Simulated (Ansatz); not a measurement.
# Dielectric response of ZnO (10-10) films, part 4 of 7

How well do thin wurtzite ZnO (10-10) films screen a perpendicular field?

Ansatz 0.2.0; plane-wave DFT, PBE, Ansatz PAW (the session's first sound run).

So far, ionisation energy, upper face (eV): step 2 (relaxing the film, 12 atoms, units 3) 5.80; step 10 (relaxation, 16 atoms, units 4) 5.79; step 11 (the relaxed film, single point, 16 atoms, units 4) 5.79; step 15 (relaxing the film, 20 atoms, units 5) 5.79; step 16 (the relaxed film, single point, 20 atoms, units 5) 5.79.

**18. Single point, 20 atoms, units 5, field -0.05 V/Å**

input.yaml

```yaml
crystal:
  lattice:
    - [3.25, 0.0, 0.0]
    - [0.0, 5.21, 0.0]
    - [0.0, 0.0, 30.1965244366]
  atoms:
    - { symbol: Zn, position: [0.0, 0.0342450076, 0.3046678851] }
    - { symbol: O, position: [0.0, 0.3845820193, 0.2928536287] }
    - { symbol: Zn, position: [0.5, 0.4964942536, 0.3215317503] }
    - { symbol: O, position: [0.5, 0.8775199474, 0.3264984096] }
    - { symbol: Zn, position: [0.5, -0.0015524759, 0.3909974583] }
    - { symbol: O, position: [0.5, 0.3787712484, 0.3875217646] }
    - { symbol: Zn, position: [0.0, 0.4918884969, 0.4196142652] }
    - { symbol: O, position: [0.0, 0.8765033611, 0.4217518487] }
    - { symbol: Zn, position: [0.0, -0.0058394714, 0.4848488267] }
    - { symbol: O, position: [0.0, 0.3773876257, 0.4830720957] }
    - { symbol: Zn, position: [0.5, 0.4941605288, 0.5151511739] }
    - { symbol: O, position: [0.5, 0.8773876255, 0.5169279048] }
    - { symbol: Zn, position: [0.5, -0.0081115044, 0.5803857353] }
    - { symbol: O, position: [0.5, 0.3765033595, 0.5782481514] }
    - { symbol: Zn, position: [0.0, 0.4984475222, 0.6090025419] }
    - { symbol: O, position: [0.0, 0.878771246, 0.6124782355] }
    - { symbol: Zn, position: [0.0, -0.0035057499, 0.6784682492] }
    - { symbol: O, position: [0.0, 0.3775199435, 0.6735015903] }
    - { symbol: Zn, position: [0.5, 0.5342450021, 0.695332115] }
    - { symbol: O, position: [0.5, 0.884582014, 0.7071463699] }
kpoints:
  mp_grid: { grid: [8, 6, 1] }
hamiltonian:
  xc: pbe
scf:
  occupations: { method: fixed }
  convergence: { dr2_threshold: 1.0e-10 }
efield:
  axis: 3
  dipole_correction: true
  ramp_position: 0.97
  ramp_width: 0.06
  amplitude: -0.05
output:
  write_potential: true
  write_density: true
  volumetric_format: npy
```

The run is started by

```bash
$ ansatz run input.yaml --threads 16 --pin off --max-ram 32768MiB --backend cpu --events-out ev --progress --plain --runs-dir out
```

Numbers of over 12 decimals in the logs are rounded to 6 here.

What it wrote:

```text
[...]
Crystal: 20 atoms, lattice volume = 511.303 Å³
Basis set: ecut = 420 eV, 10067 PW (Γ)
Bands: 110, of which v1, the nominal top of the filled ones, is band 90 counted from 1 (89 counted from 0)
Symmetry: 2 space group operations
k-points: 20 of 48 (time reversal used)
[...]
k-point 0: bands = [... 86 lower, -0.0077, 0.0622, 0.2932, 0.3991, 1.1793, 1.8651, 2.7688, 3.7450, ... 16 higher]
  k-point 1: bands = [... 86 lower, -0.0569, -0.0021, 0.2279, 0.3336, 1.6934, 2.2097, 2.9822, 3.8560, ... 16 higher]
  k-point 2: bands = [... 86 lower, -0.0850, 0.0080, 0.0714, 0.1769, 2.6188, 2.9793, 3.5522, 4.1904, ... 16 higher]
  k-point 19: bands = [... 86 lower, -1.0959, -1.0571, -0.7202, -0.6008, 5.3698, 5.4743, 5.9389, 5.9513, ... 16 higher]
[key lines of the parts left out:]
SCF converged after 16 iterations
Free energy (F): -38866.526454 eV
Fermi energy:    0.399146 eV
Dipole field:    D = -0.019235 V/Å  (p = -0.054350 e·Å, saw-weighted, corrected)
```

It took 22 s on 16 threads of Arm Neoverse V1, shared host; peak memory 4.3 GiB.

The dipole is -0.0543 e·Å, and the gap on the mesh 0.780 eV.

**19. Response with the atoms held, 20 atoms, units 5**

This step: plane-wave DFT, PBE, Ansatz PAW; response to a field along the normal, atoms held (Ansatz 0.2.0).

Local field over the applied field, running mean. From the potentials at -0.05 and 0.05 V/Å; running mean over 2.815 Å, taken twice. Table of local field over applied field by z:

| z (Å) | local field over applied field |
| --- | --- |
| 4 | 0.999 |
| 5 | 0.991 |
| 6 | 0.943 |
| 7 | 0.802 |
| 8 | 0.574 |
| 9 | 0.353 |
| 10 | 0.229 |
| 11 | 0.196 |
| 12 | 0.195 |
| 13 | 0.196 |
| 14 | 0.196 |
| 15 | 0.196 |
| 16 | 0.196 |
| 17 | 0.196 |
| 18 | 0.196 |
| 19 | 0.195 |
| 20 | 0.217 |
| 21 | 0.319 |
| 22 | 0.526 |
| 23 | 0.762 |
| 24 | 0.924 |
| 25 | 0.986 |
| 26 | 0.998 |

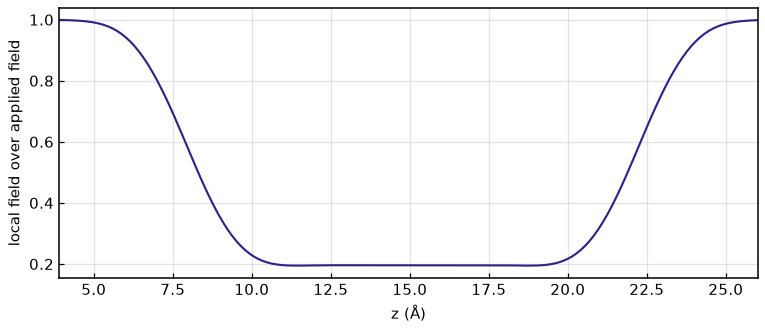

Local field over applied field, plotted against z.

The induced dipole is that of a conductor 11.62 Å thick.

**20. Relaxing in the field, 20 atoms, units 5, field 0.05 V/Å**

This step: plane-wave DFT, PBE, Ansatz PAW (Ansatz 0.2.0).

The same pair of relaxations in the field for this thickness.

Changes to input.yaml since step 18:

```diff
@@ -38,3 +38,6 @@
   ramp_width: 0.06
-  amplitude: -0.05
+  amplitude: 0.05
+relax:
+  f_tol: 0.0006
+  max_steps: 70
 output:
```

What it wrote:

```text
[...]
Crystal: 20 atoms, lattice volume = 511.303 Å³
Basis set: ecut = 420 eV, 10067 PW (Γ), exchange–correlation on 48×72×432 points (8 copies of the dense FFT grid, shifted against one another)
Bands: 110, of which v1, the nominal top of the filled ones, is band 90 counted from 1 (89 counted from 0)
Symmetry: 2 space group operations
k-points: 20 of 48 (time reversal used)
[...]
- { symbol: Zn, position: [0.500000, -0.00831348, 0.580405] }
    - { symbol: O, position: [0.500000, 0.376305, 0.578231] }
    - { symbol: Zn, position: [0, 0.498133, 0.609057] }
    - { symbol: O, position: [0, 0.878466, 0.612427] }
    - { symbol: Zn, position: [0, -0.00396395, 0.678472] }
    - { symbol: O, position: [0, 0.377072, 0.673503] }
    - { symbol: Zn, position: [0.500000, 0.533552, 0.695434] }
    - { symbol: O, position: [0.500000, 0.884052, 0.707064] }
[key lines of the parts left out:]
SCF converged after 6 iterations
Free energy (F): -38866.525940 eV
Fermi energy:    0.369223 eV
Dipole field:    D = 0.022300 V/Å  (p = 0.063011 e·Å, saw-weighted, corrected)
```

Run time: 50 s. Hardware: 16 threads; peak memory 4.4 GiB; 13 min of CPU time.

Hardly anything moved in the relaxation; the energy changed by under 0.2 meV an atom.

The relaxation took 4 steps and lowered the energy by 2.2e-4 eV; the largest force on the free atoms ends at 2.6e-4 eV/Å.

The dipole is 0.0630 e·Å, and the gap on the mesh 0.811 eV.

**21. Relaxing in the field, 20 atoms, units 5, field -0.05 V/Å**

The opposite sign, again from the field-free geometry; the difference of the two cancels what relaxes without a field.

Changes to input.yaml since step 20:

```diff
@@ -38,3 +38,3 @@
   ramp_width: 0.06
-  amplitude: 0.05
+  amplitude: -0.05
 relax:
```

What it wrote:

```text
[...]
Crystal: 20 atoms, lattice volume = 511.303 Å³
Basis set: ecut = 420 eV, 10067 PW (Γ), exchange–correlation on 48×72×432 points (8 copies of the dense FFT grid, shifted against one another)
Bands: 110, of which v1, the nominal top of the filled ones, is band 90 counted from 1 (89 counted from 0)
Symmetry: 2 space group operations
k-points: 20 of 48 (time reversal used)
[...]
- { symbol: Zn, position: [0.500000, -0.00792981, 0.580374] }
    - { symbol: O, position: [0.500000, 0.376683, 0.578265] }
    - { symbol: Zn, position: [0, 0.498752, 0.608952] }
    - { symbol: O, position: [0, 0.879076, 0.612541] }
    - { symbol: Zn, position: [0, -0.00304463, 0.678477] }
    - { symbol: O, position: [0, 0.377966, 0.673503] }
    - { symbol: Zn, position: [0.500000, 0.534977, 0.695231] }
    - { symbol: O, position: [0.500000, 0.885130, 0.707247] }
[key lines of the parts left out:]
SCF converged after 6 iterations
Free energy (F): -38866.525940 eV
Fermi energy:    0.369222 eV
Dipole field:    D = -0.022300 V/Å  (p = -0.063011 e·Å, saw-weighted, corrected)
```

The job ended after 50 s (16 threads; peak memory 4.4 GiB).

No atom moved by 0.005 Å in the relaxation.

The relaxation took 4 steps and lowered the energy by 2.2e-4 eV; the largest force on the free atoms ends at 2.6e-4 eV/Å.

The dipole is -0.0630 e·Å, and the gap on the mesh 0.811 eV.

**22. Response with the atoms relaxed, 20 atoms, units 5**

This step: plane-wave DFT, PBE, Ansatz PAW; response to a field along the normal, atoms relaxed (Ansatz 0.2.0).

Local field over the applied field, running mean. From the potentials at -0.05 and 0.05 V/Å; running mean over 2.815 Å, taken twice. Table of local field over applied field by z:

| z (Å) | local field over applied field |
| --- | --- |
| 4 | 0.999 |
| 5 | 0.991 |
| 6 | 0.936 |
| 7 | 0.768 |
| 8 | 0.469 |
| 9 | 0.198 |
| 10 | 0.0825 |
| 11 | 0.0757 |
| 12 | 0.0981 |
| 13 | 0.0962 |
| 14 | 0.0915 |
| 15 | 0.0953 |
| 16 | 0.0913 |
| 17 | 0.0946 |
| 18 | 0.104 |
| 19 | 0.0741 |
| 20 | 0.0851 |
| 21 | 0.148 |
| 22 | 0.417 |
| 23 | 0.709 |
| 24 | 0.920 |
| 25 | 0.986 |
| 26 | 0.999 |

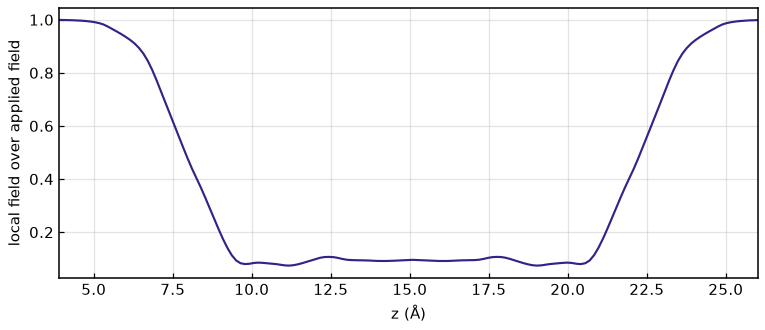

Local field over applied field, plotted against z.

The induced dipole is that of a conductor 13.47 Å thick.

**23. Relaxation, 24 atoms, units 6**

This step: plane-wave DFT, PBE, Ansatz PAW (Ansatz 0.2.0).

System of this step: ZnO (10-10), 6 units. The cell holds 24 atoms: 12 Zn and 12 O. Its edges and angles: a = 3.250 Å, b = 5.210 Å, c = 33.011 Å, α = 90.0°, β = 90.0°, γ = 90.0°. It derives from ZnO (wurtzite ZnO). Vacuum lies along c.

The next thickness, treated alike, so that differences show the interior and the faces cancel.

input.yaml

```yaml
crystal:
  lattice:
    - [3.25, 0.0, 0.0]
    - [0.0, 5.21, 0.0]
    - [0.0, 0.0, 33.0111069989]
  atoms:
    - { symbol: Zn, position: [0.0, 0.0, 0.2726355102] }
    - { symbol: O, position: [0.0, 0.382, 0.2726355102] }
    - { symbol: Zn, position: [0.5, 0.5, 0.3010560715] }
    - { symbol: O, position: [0.5, 0.882, 0.3010560715] }
    - { symbol: Zn, position: [0.5, 0.0, 0.3578971939] }
    - { symbol: O, position: [0.5, 0.382, 0.3578971939] }
    - { symbol: Zn, position: [0.0, 0.5, 0.3863177551] }
    - { symbol: O, position: [0.0, 0.882, 0.3863177551] }
    - { symbol: Zn, position: [0.0, 0.0, 0.4431588776] }
    - { symbol: O, position: [0.0, 0.382, 0.4431588776] }
    - { symbol: Zn, position: [0.5, 0.5, 0.4715794388] }
    - { symbol: O, position: [0.5, 0.882, 0.4715794388] }
    - { symbol: Zn, position: [0.5, 0.0, 0.5284205612] }
    - { symbol: O, position: [0.5, 0.382, 0.5284205612] }
    - { symbol: Zn, position: [0.0, 0.5, 0.5568411224] }
    - { symbol: O, position: [0.0, 0.882, 0.5568411224] }
    - { symbol: Zn, position: [0.0, 0.0, 0.6136822449] }
    - { symbol: O, position: [0.0, 0.382, 0.6136822449] }
    - { symbol: Zn, position: [0.5, 0.5, 0.6421028061] }
    - { symbol: O, position: [0.5, 0.882, 0.6421028061] }
    - { symbol: Zn, position: [0.5, 0.0, 0.6989439285] }
    - { symbol: O, position: [0.5, 0.382, 0.6989439285] }
    - { symbol: Zn, position: [0.0, 0.5, 0.7273644898] }
    - { symbol: O, position: [0.0, 0.882, 0.7273644898] }
kpoints:
  mp_grid: { grid: [8, 6, 1] }
hamiltonian:
  xc: pbe
scf:
  occupations: { method: fixed }
  convergence: { dr2_threshold: 1.0e-09 }
efield:
  axis: 3
  dipole_correction: true
  ramp_position: 0.97
  ramp_width: 0.06
relax:
  f_tol: 0.003
  max_steps: 100
output:
  write_potential: true
  write_density: true
  volumetric_format: npy
```

What it wrote:

```text
[...]
Crystal: 24 atoms, lattice volume = 558.961 Å³
Basis set: ecut = 420 eV, 10977 PW (Γ), exchange–correlation on 48×72×450 points (8 copies of the dense FFT grid, shifted against one another)
Bands: 132, of which v1, the nominal top of the filled ones, is band 108 counted from 1 (107 counted from 0)
Symmetry: 2 space group operations
[...]
- { symbol: Zn, position: [0.0, -0.00733729, 0.616986] }
    - { symbol: O, position: [0.0, 0.377403, 0.615257] }
    - { symbol: Zn, position: [0.5, 0.499431, 0.643384] }
    - { symbol: O, position: [0.5, 0.879789, 0.646407] }
    - { symbol: Zn, position: [0.5, -0.00274403, 0.706774] }
    - { symbol: O, position: [0.5, 0.378366, 0.702350] }
    - { symbol: Zn, position: [0.0, 0.535041, 0.722324] }
    - { symbol: O, position: [0.0, 0.885494, 0.733033] }
[key lines of the parts left out:]
SCF converged after 7 iterations
Free energy (F): -46640.206766 eV
Fermi energy:    0.953977 eV
Dipole field:    D = 0.000000 V/Å  (p = 0.000000 e·Å, saw-weighted, corrected)
Work function:   Φ+ = 5.7895 eV   Φ− = 5.7896 eV
```

The job ended after 2.3 min (16 threads; peak memory 5.6 GiB).

The steps of the relaxation:

| step | energy less that of the first step (eV) | largest force component (eV/Å) |
| --- | --- | --- |
| 1 | 0.0000 | 1.3674 |
| 2 | -0.4065 | 0.8754 |
| 3 | -0.6290 | 0.4544 |
| 4 | -0.6075 | 0.4578 |
| 5 | -0.6605 | 0.0545 |
| 6 | -0.6615 | 0.0098 |
| 7 | -0.6615 | 0.0059 |
| 8 | -0.6615 | 0.0011 |

Relaxation step 4 was tried and not accepted.

The run keeps the 2 symmetry operations that it works with, so distortions that break them were not tested.

The atoms that moved most (Å):

| atom | dx | dy | dz | length |
| --- | --- | --- | --- | --- |
| Zn3 | 0.000 | -0.014 | -0.258 | 0.259 |
| Zn21 | 0.000 | -0.014 | 0.258 | 0.259 |
| Zn23 | 0.000 | 0.183 | -0.166 | 0.247 |
| Zn1 | 0.000 | 0.183 | 0.166 | 0.247 |
| O2 | 0.000 | 0.018 | -0.187 | 0.188 |
| O24 | 0.000 | 0.018 | 0.187 | 0.188 |
| O6 | 0.000 | -0.012 | -0.142 | 0.143 |
| O20 | 0.000 | -0.012 | 0.142 | 0.143 |

The relaxation took 8 steps and lowered the energy by 0.66 eV; the largest force on the free atoms ends at 0.0011 eV/Å.

The gap is 0.78 eV, with the valence edge 5.79 eV and the conduction edge 5.01 eV under the upper vacuum level.

**24. Single point on the relaxed film, 24 atoms, units 6**

The next thickness, treated alike, so that differences show the interior and the faces cancel.

input.yaml

```yaml
crystal:
  lattice:
    - [3.25, 0.0, 0.0]
    - [0.0, 5.21, 0.0]
    - [0.0, 0.0, 33.0111069989]
  atoms:
    - { symbol: Zn, position: [0.0, 0.0350412236, 0.2776758423] }
    - { symbol: O, position: [0.0, 0.3854935216, 0.2669674852] }
    - { symbol: Zn, position: [0.5, 0.4972559612, 0.2932261814] }
    - { symbol: O, position: [0.5, 0.8783658237, 0.2976498355] }
    - { symbol: Zn, position: [0.5, -0.0005688209, 0.3566160804] }
    - { symbol: O, position: [0.5, 0.3797888186, 0.3535925851] }
    - { symbol: Zn, position: [0.0, 0.4926627053, 0.3830143584] }
    - { symbol: O, position: [0.0, 0.8774032684, 0.3847434596] }
    - { symbol: Zn, position: [0.0, -0.0045571176, 0.4423581862] }
    - { symbol: O, position: [0.0, 0.3785625011, 0.4410622849] }
    - { symbol: Zn, position: [0.5, 0.4944036382, 0.4706756683] }
    - { symbol: O, position: [0.5, 0.8781484616, 0.4717197593] }
    - { symbol: Zn, position: [0.5, -0.0055963615, 0.5293243321] }
    - { symbol: O, position: [0.5, 0.3781484617, 0.5282802413] }
    - { symbol: Zn, position: [0.0, 0.4954428836, 0.5576418142] }
    - { symbol: O, position: [0.0, 0.878562502, 0.5589377156] }
    - { symbol: Zn, position: [0.0, -0.0073372915, 0.6169856419] }
    - { symbol: O, position: [0.0, 0.3774032706, 0.6152565408] }
    - { symbol: Zn, position: [0.5, 0.4994311832, 0.6433839195] }
    - { symbol: O, position: [0.5, 0.8797888213, 0.6464074145] }
    - { symbol: Zn, position: [0.5, -0.0027440346, 0.7067738181] }
    - { symbol: O, position: [0.5, 0.3783658277, 0.702350164] }
    - { symbol: Zn, position: [0.0, 0.5350412272, 0.7223241574] }
    - { symbol: O, position: [0.0, 0.8854935255, 0.733032514] }
kpoints:
  mp_grid: { grid: [8, 6, 1] }
hamiltonian:
  xc: pbe
scf:
  occupations: { method: fixed }
  convergence: { dr2_threshold: 1.0e-09 }
efield:
  axis: 3
  dipole_correction: true
  ramp_position: 0.97
  ramp_width: 0.06
output:
  eigenvalues: true
  write_potential: true
  write_density: true
  volumetric_format: npy
```

What it wrote:

```text
[...]
Crystal: 24 atoms, lattice volume = 558.961 Å³
Basis set: ecut = 420 eV, 10977 PW (Γ)
Bands: 132, of which v1, the nominal top of the filled ones, is band 108 counted from 1 (107 counted from 0)
Symmetry: 2 space group operations
k-points: 20 of 48 (time reversal used)
[...]
k-point 1: bands = [... 104 lower, 0.5746, 0.5864, 0.8822, 0.8897, 2.2650, 2.6749, 3.2936, 4.0270, ... 20 higher]
  k-point 2: bands = [... 104 lower, 0.5673, 0.5709, 0.7252, 0.7352, 3.2060, 3.4863, 3.9427, 4.4916, ... 20 higher]
  k-point 19: bands = [... 104 lower, -0.4816, -0.4816, -0.0541, -0.0541, 6.0248, 6.0248, 6.5216, 6.5216, ... 20 higher]
[key lines of the parts left out:]
SCF converged after 11 iterations
Free energy (F): -46640.207643 eV
Fermi energy:    0.954072 eV
Dipole field:    D = -0.000000 V/Å  (p = -0.000001 e·Å, saw-weighted, corrected)
Work function:   Φ+ = 5.7894 eV   Φ− = 5.7894 eV
```

It took 27 s on 16 threads; peak memory 5.5 GiB.

The gap is 0.78 eV, with the valence edge 5.79 eV and the conduction edge 5.01 eV under the upper vacuum level.

**25. Single point, 24 atoms, units 6, field 0.05 V/Å**

Changes to input.yaml since step 24:

```diff
@@ -36,3 +36,3 @@
   occupations: { method: fixed }
-  convergence: { dr2_threshold: 1.0e-09 }
+  convergence: { dr2_threshold: 1.0e-10 }
 efield:
@@ -42,4 +42,4 @@
   ramp_width: 0.06
+  amplitude: 0.05
 output:
-  eigenvalues: true
   write_potential: true
```

What it wrote:

```text
[...]
Crystal: 24 atoms, lattice volume = 558.961 Å³
Basis set: ecut = 420 eV, 10977 PW (Γ)
Bands: 132, of which v1, the nominal top of the filled ones, is band 108 counted from 1 (107 counted from 0)
Symmetry: 2 space group operations
k-points: 20 of 48 (time reversal used)
[...]
k-point 0: bands = [... 104 lower, 0.6355, 0.6850, 0.8853, 1.0175, 1.7276, 2.2980, 3.0386, 3.8660, ... 20 higher]
  k-point 1: bands = [... 104 lower, 0.5775, 0.6214, 0.8207, 0.9520, 2.2603, 2.6764, 3.2940, 4.0268, ... 20 higher]
  k-point 2: bands = [... 104 lower, 0.5112, 0.6292, 0.6655, 0.7959, 3.1987, 3.4890, 3.9435, 4.4914, ... 20 higher]
  k-point 19: bands = [... 104 lower, -0.4715, -0.4356, -0.1278, 0.0193, 5.9577, 6.0899, 6.5078, 6.5263, ... 20 higher]
[key lines of the parts left out:]
SCF converged after 16 iterations
Free energy (F): -46640.209274 eV
Fermi energy:    1.017494 eV
Dipole field:    D = 0.021116 V/Å  (p = 0.065228 e·Å, saw-weighted, corrected)
```

Wall time 32 s (16 threads); peak memory 5.5 GiB.

The dipole is 0.0652 e·Å, and the gap on the mesh 0.710 eV.

**26. Atoms held, 24 atoms, units 6, field -0.05 V/Å**

Changes to input.yaml since step 25:

```diff
@@ -42,3 +42,3 @@
   ramp_width: 0.06
-  amplitude: 0.05
+  amplitude: -0.05
 output:
```

What it wrote:

```text
[...]
Crystal: 24 atoms, lattice volume = 558.961 Å³
Basis set: ecut = 420 eV, 10977 PW (Γ)
Bands: 132, of which v1, the nominal top of the filled ones, is band 108 counted from 1 (107 counted from 0)
Symmetry: 2 space group operations
k-points: 20 of 48 (time reversal used)
[...]
k-point 0: bands = [... 104 lower, 0.6355, 0.6850, 0.8853, 1.0175, 1.7276, 2.2980, 3.0386, 3.8660, ... 20 higher]
  k-point 1: bands = [... 104 lower, 0.5775, 0.6214, 0.8207, 0.9520, 2.2603, 2.6764, 3.2940, 4.0268, ... 20 higher]
  k-point 2: bands = [... 104 lower, 0.5112, 0.6292, 0.6655, 0.7959, 3.1987, 3.4890, 3.9435, 4.4914, ... 20 higher]
  k-point 19: bands = [... 104 lower, -0.4715, -0.4356, -0.1278, 0.0193, 5.9577, 6.0899, 6.5078, 6.5263, ... 20 higher]
[key lines of the parts left out:]
SCF converged after 16 iterations
Free energy (F): -46640.209274 eV
Fermi energy:    1.017494 eV
Dipole field:    D = -0.021116 V/Å  (p = -0.065228 e·Å, saw-weighted, corrected)
```

Elapsed: 32 s, on 16 threads; peak memory 5.5 GiB.

The dipole is -0.0652 e·Å, and the gap on the mesh 0.710 eV.

**27. Response with the atoms held, 24 atoms, units 6**

This step: plane-wave DFT, PBE, Ansatz PAW; response to a field along the normal, atoms held (Ansatz 0.2.0).

Local field over the applied field, running mean. From the potentials at -0.05 and 0.05 V/Å; running mean over 2.815 Å, taken twice. Local field over applied field against z:

| z (Å) | local field over applied field |
| --- | --- |
| 4 | 0.999 |
| 5 | 0.990 |
| 6 | 0.940 |
| 7 | 0.795 |
| 8 | 0.566 |
| 9 | 0.347 |
| 10 | 0.226 |
| 11 | 0.195 |
| 12 | 0.195 |
| 13 | 0.195 |
| 14 | 0.195 |
| 15 | 0.195 |
| 16 | 0.195 |
| 17 | 0.195 |
| 18 | 0.195 |
| 19 | 0.195 |
| 20 | 0.195 |
| 21 | 0.195 |
| 22 | 0.195 |
| 23 | 0.226 |
| 24 | 0.345 |
| 25 | 0.563 |
| 26 | 0.793 |
| 27 | 0.939 |
| 28 | 0.990 |

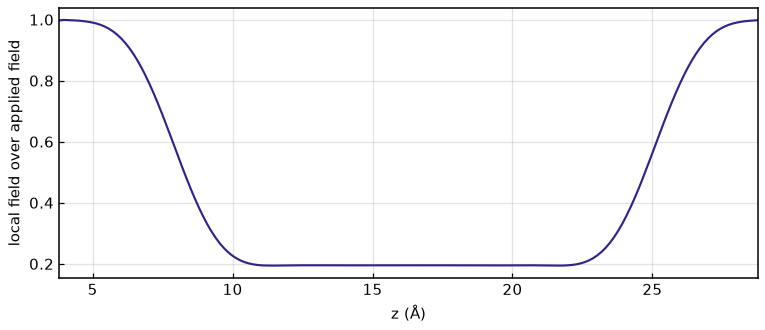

Local field over applied field, plotted against z.

The induced dipole is that of a conductor 13.94 Å thick.

[end of part 4 of 7]

[Logs are printed without paths, hosts, clocks, repeated set-up lines and the standing remarks that a program may print on its own settings, such as how far it seeks lower states.]

[Hosts, paths, dates, database ids (printed as entryN), source tags and the programs' standing remarks are cut or masked in the printed files.]

[Maps of the electrostatic potential energy from Ansatz leave out the sawtooth potential of an applied field or a dipole correction, so their vacuum need not be flat; planar profiles and work functions include it.]
